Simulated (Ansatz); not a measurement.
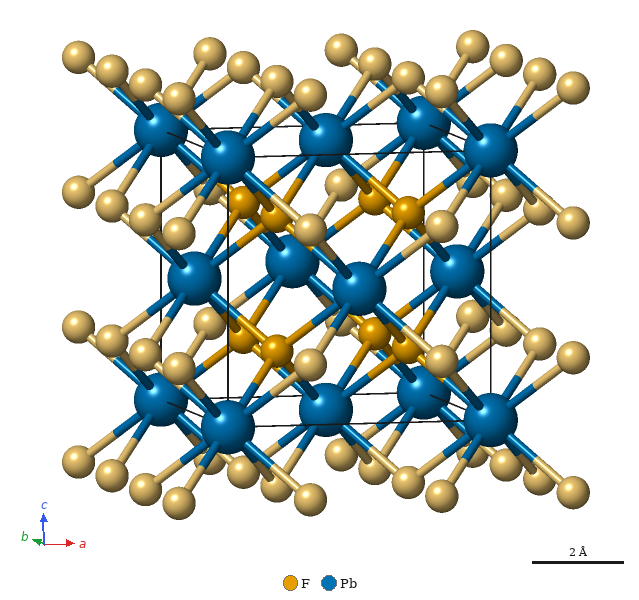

Shown here is a ball-and-stick view of the crystal, taken slightly off an axis. Thin lines show the drawn cell (a repeat of the simulation cell), with boundary atoms drawn in all their periodic places. The bonded neighbours beyond the faces are included, in fainter colours.

PbF$_{2}$, a = 6.001 Å, b = 6.001 Å, c = 6.001 Å, α = 89.97°, β = 89.97°, γ = 89.97°. Within 0.01 Å the space group is Fm-3m (No. 225), face-centred cubic: fluorite (CaF₂ type). The initial geometry was a structure type filled with these elements by a generator (whether the compound takes this form wasn't checked). Earlier steps of the study, as a rule a relaxation of our own, may have changed the cell and positions, so they can lie some per cent off the listed ones. It was the input of a calculation with Ansatz.

This one geometry was computed with Ansatz (DFT, plane waves, PAW) at six levels of theory: r2SCAN, LDA, PBE with spin-orbit coupling, PBE, HSE06 and PBEsol.

Q: Which level gives the highest pressure at this volume, and what does that say about its equilibrium volume?

A: Highest: PBE with spin-orbit coupling (-0.1 GPa) and PBE (0.0 GPa), which points to the largest equilibrium volume. Lowest, with the smallest volume: LDA (-6.7 GPa). Levels within 0.5 GPa of each other can't be told apart.

Q: How does the band gap change with the level of theory?

A: PBE with spin-orbit coupling: a gap of 4.04 eV on the k-mesh; LDA: a gap of 4.26 eV on the k-mesh; PBEsol: a gap of 4.32 eV on the k-mesh; PBE: a gap of 4.42 eV, indirect; r2SCAN: a gap of 4.95 eV on the k-mesh; HSE06: a gap of 5.79 eV on the k-mesh.

Q: Collect the results in a table.

A:
| level | cutoff (eV) | k-mesh of the run's cell | gap (eV) | pressure (GPa) |
| --- | --- | --- | --- | --- |
| r2SCAN | 500 | 10×10×10 | 4.95 | -2.8 |
| LDA | 420 | 10×10×10 | 4.26 | -6.7 |
| PBE with spin-orbit coupling | 420 | 10×10×10 | 4.04 | -0.1 |
| PBE | 420 | 10×10×10 | 4.42 | 0.0 |
| HSE06 | 420 | 6×6×6 | 5.79 | -1.6 |
| PBEsol | 420 | 10×10×10 | 4.32 | -3.5 |

Gaps are taken on the k-mesh or band path of each run.
